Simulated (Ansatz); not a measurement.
Given this structure:

```cif
data_structure
_symmetry_space_group_name_H-M 'P 1'
_symmetry_Int_Tables_number 1
_cell_length_a 2.8901
_cell_length_b 2.8943
_cell_length_c 5.7886
_cell_angle_alpha 90.000
_cell_angle_beta 90.000
_cell_angle_gamma 90.000
_cell_volume 48.42
loop_
_atom_site_label
_atom_site_type_symbol
_atom_site_fract_x
_atom_site_fract_y
_atom_site_fract_z
_atom_site_occupancy
Al1 Al 0.50000 0.50000 0.25000 1
Al2 Al 0.50000 0.50000 0.75000 1
Ni1 Ni 0.00000 0.00000 0.00000 1
Ni2 Ni 0.00000 0.00000 0.50000 1
```

Give a crystallographic description of this input.

Answer. It has the composition AlNi. Within 0.01 Å the space group is Pm-3m (No. 221), primitive cubic: caesium chloride (CsCl, B2) type. With Z = 2, the cell contains 2 Al, 2 Ni. Al is coordinated by eight Ni in a cubic arrangement at 2.51 Å. Each Ni atom is coordinated by eight Al in a cubic arrangement at 2.51 Å. The bonds build a three-dimensional framework.

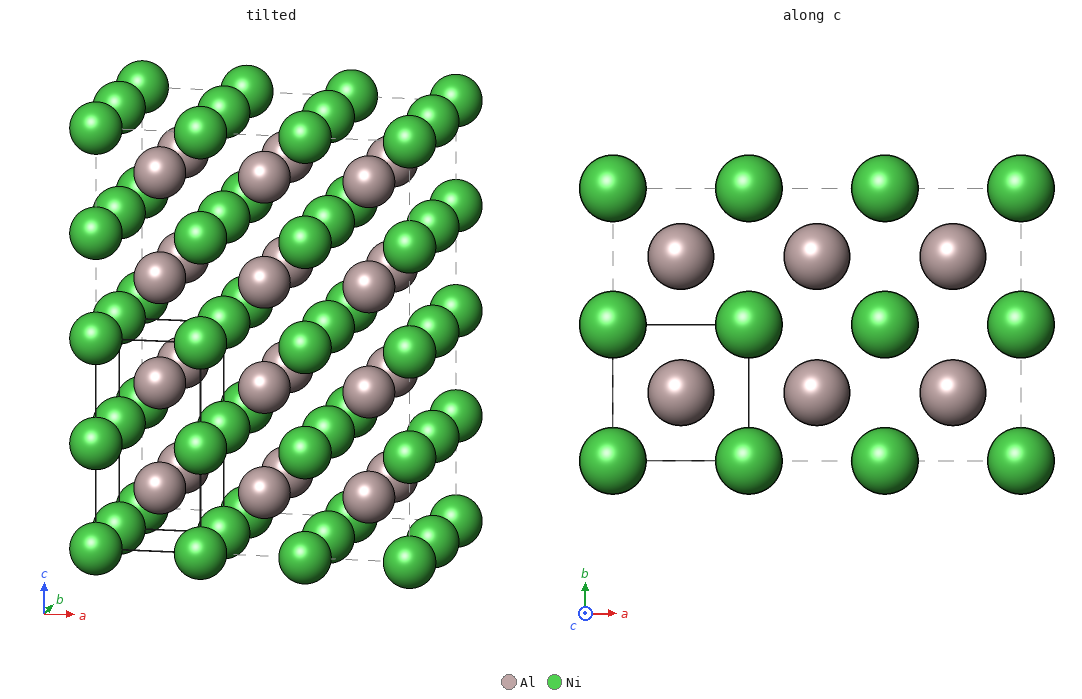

This spheres-only model is shown slightly off an axis and along the c axis. 3×2×2 cells are drawn; the solid outline is the unit cell.

Starting structure: a structure listed in the Materials Project. Earlier steps of the study may have refined or changed the cell and positions. An electronic-structure calculation with Ansatz was run on it.
